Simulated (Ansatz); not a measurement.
# A series of single points on Si

System: Si (2 atoms in the cell).
Method: Kohn-Sham DFT of a periodic cell, RPBE with D3(BJ), Ansatz PAW, no spin polarisation (Ansatz 0.2.0).

The 5 runs differ only in the geometry, by an even scaling of the cell at fixed fractional positions. The structure derives from a Materials Project entry.

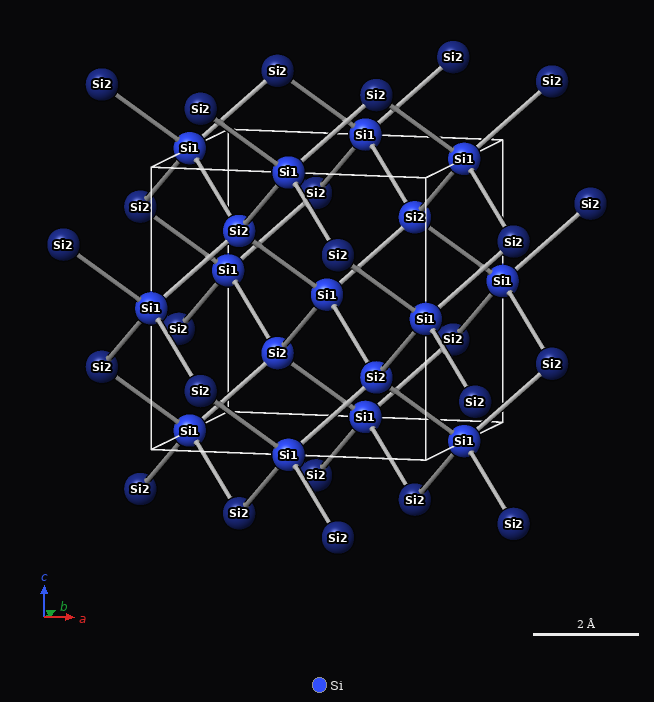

Figure 1. The structure of run 3 (ball-and-stick view of the cell 4 times as large as that of the calculation, set on its symmetry axes, seen slightly off an axis; neighbours outside the cell are drawn fainter; atoms are numbered from 1 in the order of the input).

**Input of run 3**
```yaml
crystal:
  lattice:
    - [0.0, 2.7218511865, 2.7218511865]
    - [2.7218511865, 0.0, 2.7218511865]
    - [2.7218511865, 2.7218511865, 0.0]
  atoms:
    - { symbol: Si, position: [0.5, 0.5, 0.5] }
    - { symbol: Si, position: [0.75, 0.75, 0.75] }
hamiltonian:
  xc: rpbe
  pseudopotentials: { kind: paw }
  dispersion: d3bj
kpoints:
  mp_grid: { grid: [8, 8, 8] }
scf:
  occupations: { method: fermi_dirac, width: 0.05 }
output:
  forces: true
  stress: true
  eigenvalues: true
```

Command:
```bash
ansatz run input.yaml --threads 2 --pin off --max-ram 5120MiB --backend cpu --events-out ev --progress --plain --runs-dir out
```

Lattice vectors (Å) and fractional positions of run 3:
```
   0.000000    2.721851    2.721851
   2.721851    0.000000    2.721851
   2.721851    2.721851    0.000000
Si  0.500000  0.500000  0.500000
Si  0.750000  0.750000  0.750000
```

Run 2 differs from it as follows:
```diff
-    - [0.0, 2.7218511865, 2.7218511865]
-    - [2.7218511865, 0.0, 2.7218511865]
-    - [2.7218511865, 2.7218511865, 0.0]
+    - [0.0, 2.7035831784, 2.7035831784]
+    - [2.7035831784, 0.0, 2.7035831784]
+    - [2.7035831784, 2.7035831784, 0.0]
```

**Results, with one run withheld**

```csv
run,volume per atom (Å³),"free energy per atom, from the lowest run given (meV)",pressure (GPa),gap on the mesh (eV)
1,18.955,0.00,−1.93,0.57
2,19.761,?,?,?
3,20.165,33.97,−6.71,0.68
4,20.568,52.29,−7.81,0.72
5,20.971,73.06,−8.65,0.75
```

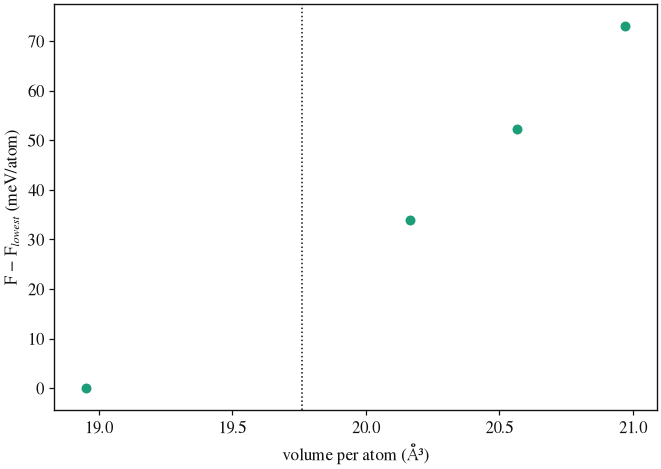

Figure 2. Free energy per atom of the runs given; the dotted line marks run 2.

Estimate the energy of run 2 from the others.

A quadratic polynomial in V^(−2/3) (the Birch–Murnaghan form), fitted to the 4 runs given, misses them by at most 0.12 meV per atom. With x = V^(−2/3) − 0.13509 Å⁻², it reads F = 33.034 − 9108.6 x + 5.7068e+05 x² (meV per atom). At run 2 it gives 19.03 meV per atom, and the run itself gives 18.74. The slope of the fit gives a pressure −dF/dV of −5.28 GPa there, and the run prints −5.36 GPa. The two needn't agree exactly: the fit is approximate, and the printed stress is taken on a finite basis. The fit has no minimum inside this range. The gap on the mesh goes, without turning, from 0.57 eV in run 1 to 0.75 eV in run 5; run 2 has 0.65 eV. These are gaps of this functional on this mesh, which can miss the band edges; they aren't the measured gap.

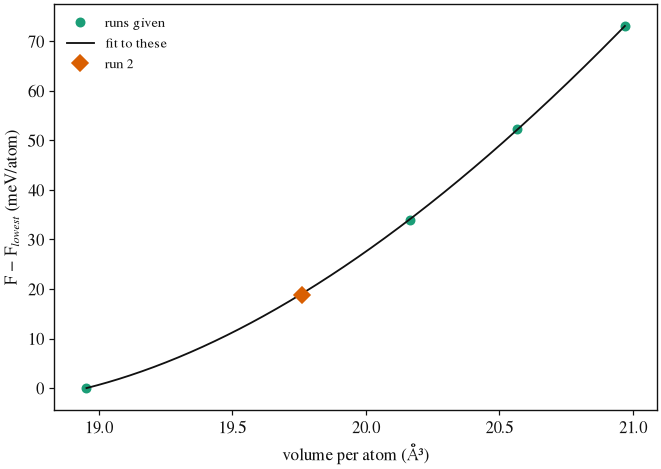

Figure 3. The fit and the withheld run.

**Output, shortened to warnings, some set-up lines, iterations and results (run 2)**
```
Basis set: ecut = 420 eV, 749 PW (Γ), exchange–correlation on 54×54×54 points (8 copies of the dense FFT grid, shifted against one another)
Symmetry: 48 space group operations
k-points: 29 of 512
Initial density: superposition of atomic densities (neutral atoms: chi_scale 0, normalization atom), corrected by the library's trained network
[...]
SCF iter   1: F=—  HF=-1280.196990 eV  |F-HF|=—  |Δ(HF+E_count)|=         —  Δρ=1.47e-3  dr2=5.14e-4  ethr=1.77e-3  ⟨swp⟩=5.9  Hψ=2048  notcnv=0
SCF iter   2: F=—  HF=-1280.197404 eV  |F-HF|=—  |Δ(HF+E_count)|=   4.13e-4  Δρ=6.91e-4  dr2=9.78e-5  ethr=6.43e-6  ⟨swp⟩=2.2  Hψ=585  notcnv=0
SCF iter   3: F=—  HF=-1280.197525 eV  |F-HF|=—  |Δ(HF+E_count)|=   1.22e-4  Δρ=1.24e-4  dr2=3.49e-6  ethr=1.22e-6  ⟨swp⟩=2.2  Hψ=343  notcnv=0
SCF iter   4: F=—  HF=-1280.197535 eV  |F-HF|=—  |Δ(HF+E_count)|=   9.90e-6  Δρ=2.19e-5  dr2=1.42e-7  ethr=4.36e-8  ⟨swp⟩=2.0  Hψ=351  notcnv=0
SCF iter   5: F=-1280.197536 eV  HF=-1280.197536 eV  |F-HF|=1.21e-9  |Δ(HF+E_count)|=   3.86e-7  Δρ=1.02e-6  dr2=1.84e-10  ethr=1.77e-9  ⟨swp⟩=2.0  Hψ=351  notcnv=0
SCF iter   6: F=-1280.197536 eV  HF=-1280.197536 eV  |F-HF|=1.21e-11  |Δ(HF+E_count)|=   1.65e-9  Δρ=1.61e-7  dr2=5.07e-12  ethr=2.30e-12  ⟨swp⟩=1.1  Hψ=740  notcnv=0
SCF 1 converged in 6 iterations: F = -1280.197536 eV  dr2 = 5.07e-12
SCF converged after 6 iterations
Free energy (F): -1280.197536 eV
Harris-Foulkes:  -1280.197536 eV  (|F-HF|=1.21e-11)
Internal energy: -1280.197514 eV  (E = F + TS)
E sigma→0 (E₀):  -1280.197525 eV
Entropy (-TS):   -0.000021 eV (-0.011 meV/atom)
Fermi energy:    6.753051 eV
--- Per-component energies (eV) ---
  E_band       = 10.857619
  E_kinetic    = 81.291289
  E_local      = -53.000346  (includes V_loc(G=0)·N_el)
  E_nonlocal   = 51.074683
  E_hartree    = 14.770424
  E_xc         = -110.796020
  E_vxc        = -93.579889  (∫ρ·V_xc dr)
  E_paw        = -1031.538702  (= ΣΔE_a)
  E_vpaw       = -4.468981  (= ΣTr[D̂ρ^β])
  E_aug_tail   = 0.000012  (compensation charges beyond the density's cutoff)
  E_ewald      = -229.526453
  E_disp       = -2.424435  (pairwise vdW)
  E_core_change = -0.047966  (= ΣΔE_core)
  E_smearing   = -0.000021  (= −TS)
  E_closure    = 0.000000  (closes the sum)
  Σ components = -1280.197536   (vs F -1280.197536, Δ=0.00e0)
--- Forces (eV/Å), atoms counted from 1 ---
  atom   1  Si     0.00000000    -0.00000000     0.00000000
  atom   2  Si    -0.00000000     0.00000000     0.00000000
  max |Σ_I F_I| component: 1.85e-17 eV/Å
--- Stress (GPa, compression-positive) ---
       -5.356238      -0.000000      -0.000000
       -0.000000      -5.356238      -0.000000
       -0.000000      -0.000000      -5.356238
  P = ⅓ Tr σ = -5.3562 GPa (-53.562 kbar)
```

Notes: Points of doubt noted for this run: forces on files of another functional.
